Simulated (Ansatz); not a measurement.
Consider Si8N (distorted or defective cell).

Input

```
crystal:
  lattice:
    - [4.6579848274, 2.689288794, 1.8598059153]
    - [-4.6579848274, 2.689288794, 1.8598059153]
    - [0.0, -5.378577588, 1.8598059153]
  atoms:
    - { symbol: Si, position: [0.0230623328, 0.721416578, 0.5253456073] }
    - { symbol: Si, position: [0.9769376672, 0.278583422, 0.4746543927] }
    - { symbol: Si, position: [0.7155045384, 0.7155045384, 0.7155045384] }
    - { symbol: Si, position: [0.278583422, 0.4746543927, 0.9769376672] }
    - { symbol: Si, position: [0.4746543927, 0.9769376672, 0.278583422] }
    - { symbol: Si, position: [0.721416578, 0.5253456073, 0.0230623328] }
    - { symbol: Si, position: [0.2844954616, 0.2844954616, 0.2844954616] }
    - { symbol: Si, position: [0.5253456073, 0.0230623328, 0.721416578] }
    - { symbol: "N", position: [-0.178583422, 0.0253456073, -1.3769376672] }
basis:
  ecutwfc: 420
kpoints:
  mp_grid: { grid: [6, 6, 6] }
hamiltonian:
  xc: lda
  pseudopotentials: { kind: paw, azcp: { folder: soft_1 } }
scf:
  occupations: { method: gaussian, width: 0.15 }
output:
  forces: true
  stress: true
  eigenvalues: true
  write_density: true
  write_potential: true
  elf: true
  volumetric_format: npy
```

Command:

```sh
ansatz run input.yaml --threads 4 --pin off --max-ram 8192MiB --backend cpu --events-out ev --progress --plain --runs-dir out
```

Not relaxed (largest force 1.1 eV/Å); computed pressure about 3 GPa in this cell; computed without spin polarisation; PAW files of the earlier set (soft_1).

Level of theory: DFT LDA, scalar-relativistic, plane waves, PAW (Ansatz).

Predict the valence pseudo-density and electron localisation function between the atoms.

Si–N (1.97 Å): ρ at the midpoint is about 0.64 e/Å³; the ELF peaks at about 0.80 between the atoms.
Si–N (2.01 Å): ρ at the midpoint is about 0.59 e/Å³; the ELF peaks at about 0.80 between the atoms.

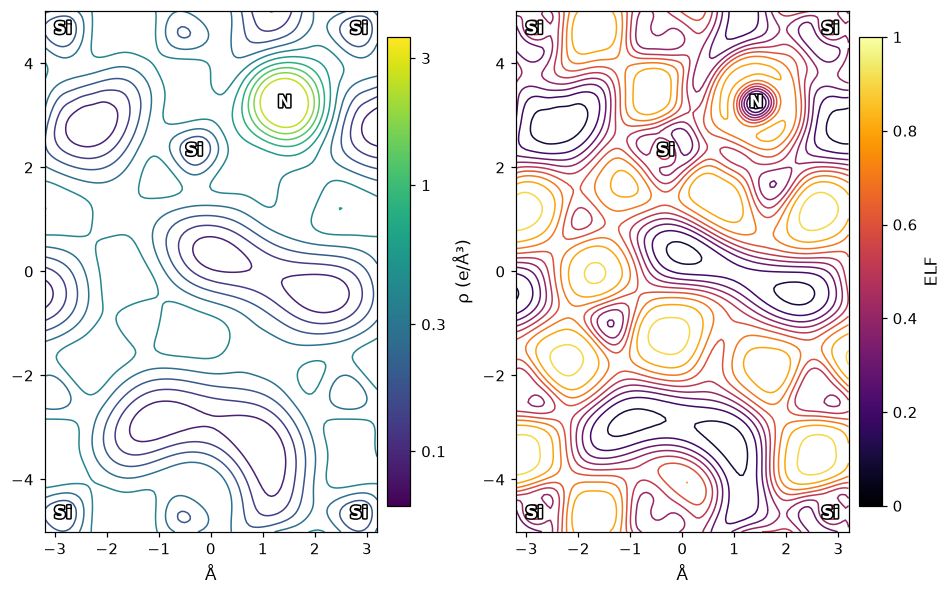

Computed valence pseudo-density and electron localisation function on the (101) plane of the calculation cell, in this order. Atoms just off the plane (Si, 0.3 Å away) can leave unmarked features too.

Core electrons are frozen (PAW), and the valence fields are smoothed inside the atomic spheres.
